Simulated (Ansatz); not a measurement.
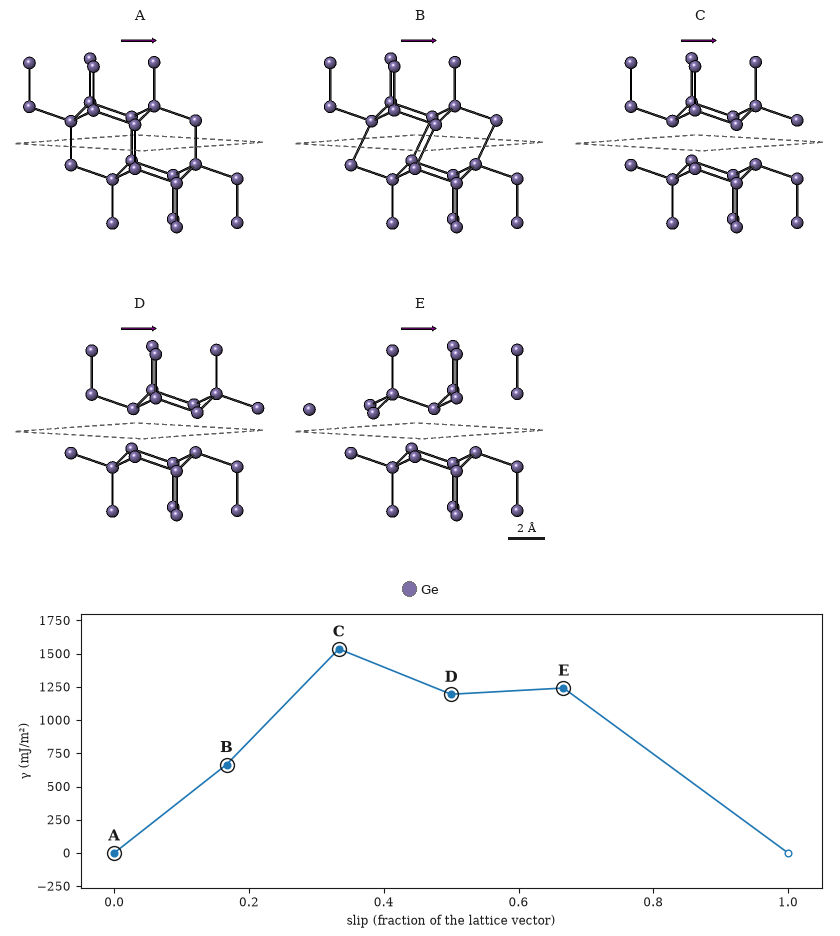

A scan of solid Ge (Fd-3m): the crystal above a cut along the (1 1 1) plane of the conventional cell (between a plane of Ge below and one of Ge above, 2.46 Å apart) is slid rigidly by fractions of an in-plane lattice vector 6.95 Å long (a generalised stacking fault). One cut stands in each cell, which starts 9.8 Å high; nothing is relaxed, and the dashed outline marks the cut, the arrow on top the direction of slip. The lettered frames are marked on the plot. Hollow markers are points alike by symmetry, not computed again. Style: ball-and-stick. Shown: the layers on both sides of the cut, from the side, nearly along the cut plane.

Computed with DFT PBEsol, scalar-relativistic, plane waves, PAW (Ansatz). Set-up: plane-wave cutoff 420 eV; k-point mesh 17 × 17 × 6; occupations gaussian; smearing width 0.15 eV; no spin polarisation. Energies (free energies at the smearing named) are counted from the relaxed crystal.

Q: Describe the profile.

A: The curve starts and ends at zero, since a full lattice vector restores the crystal. Its highest computed point is 1536 mJ/m² at slip 0.333. The points are too sparse to place its extrema closely. Relaxation across the fault would lower the values.
